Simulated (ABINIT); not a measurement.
```
Ca
1.0
     3.98000    0.00000    0.00000
    -1.99000    3.44678    0.00000
     0.00000    0.00000    6.52000
Ca
2
Direct
  0.66934 0.33321 0.75355
  0.33066 0.66679 0.24645
```

Space group P-1.

The calculation used ABINIT, Kohn-Sham DFT of a periodic cell, PBE, JTH PAW PBE v2.0.

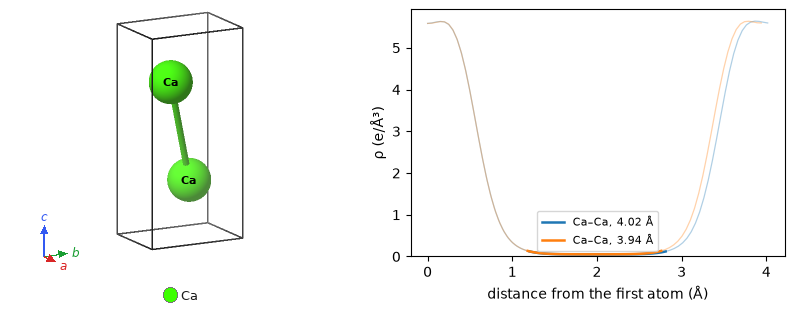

Ca. Valence pseudo-density along straight lines between neighbouring atoms. Thin, pale parts lie inside the atomic spheres. The structure is drawn too.

In a PAW calculation such maps are meaningful between the atoms, not at the nuclei.

Q: What can be read from the curves?

A: Ca–Ca (4.02 Å): the density is about 0.05 e/Å³ at the midpoint.
Ca–Ca (3.94 Å): the density is about 0.05 e/Å³ at the midpoint.
